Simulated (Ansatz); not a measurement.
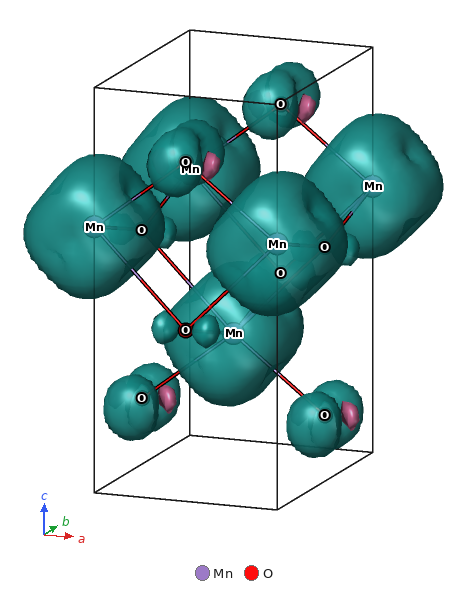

MnO2. Isosurfaces of the magnetisation density (up minus down) at +0.08 (teal) and −0.08 e/Å³ (pink), seen slightly off an axis. Sticks mark near contacts.

Space group Pmmn; a structure from a database of computed crystals, not necessarily the ambient phase; the program warned that no starting moments were given; spin-polarised.

Computed with Kohn-Sham DFT of a periodic cell, BLYP, Ansatz PAW in Ansatz.

Core electrons are frozen (PAW), and the valence fields are smoothed inside the atomic spheres.

```
Mn O
1.0
     2.90416    0.00000    0.00000
     0.00000    3.84481    0.00000
     0.00000    0.00000    6.16426
Mn O
2 4
Direct
  0.50000 0.50000 0.34330
  0.00000 0.00000 0.65670
  0.50000 0.00000 0.83757
  0.00000 0.50000 0.16243
  0.50000 0.00000 0.42180
  0.00000 0.50000 0.57820
```

Describe the spin distribution.

Answer. The spin density sits on Mn: +2.4 μB (×2) in one cell of 6 atoms, with smaller moments on other sites: O (up to +0.16 μB): parallel main moments (a ferromagnetic arrangement) in this solution. The cell of the calculation (6 atoms) carries 6.0 μB of net spin moment.
